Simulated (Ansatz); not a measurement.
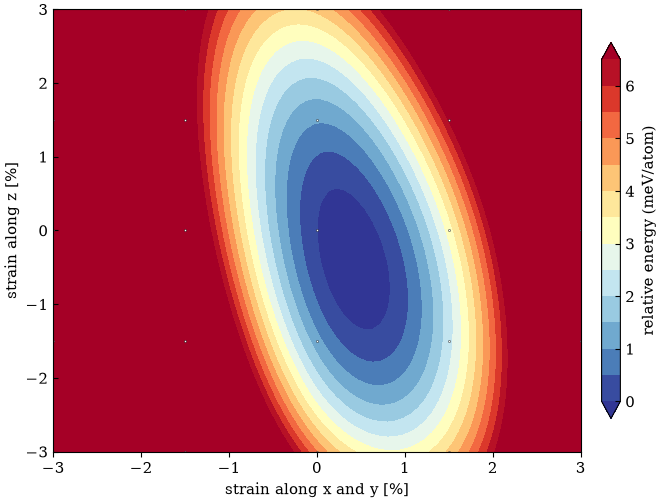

P (R-3m, No. 166; 2 atoms in the cell). 
- The cell is strained homogeneously, by one strain along x and y and another along z, with fractional coordinates fixed (x along [1 0 0], z along [0 0 1] of the conventional cell).
- Coordinates scanned: (1) strain along x and y; (2) strain along z.
- The scan uses a 5 × 5 grid.
- Energies: meV/atom, counted from the lowest grid point.
- The reference cell is the one listed in the database, not relaxed at this level.
- Theory: DFT r2SCAN, scalar-relativistic, plane waves, PAW (Ansatz 0.2.0). Settings: cutoff 500 eV, k-mesh 18×18×18, gaussian smearing 0.15 eV, no spin polarisation.

Drawn: filled contours, dots at the grid points, one colour for all values above the top of the scale. Between grid points the surface is interpolated.

> Estimate the clamped-ion elastic constants that this map fixes.

With the cell volume of 32.3 Å³, the curvatures of the interpolated surface at its minimum give C₁₁ + C₂₂ + 2C₁₂ ≈ 540 GPa, C₃₃ ≈ 106 GPa and C₁₃ + C₂₃ ≈ 99.4 GPa (clamped ions, Cartesian axes of the cell). A stretch of 1 % along z with free sides (kept equal in x and y) would change the in-plane lengths by about −0.18 %.
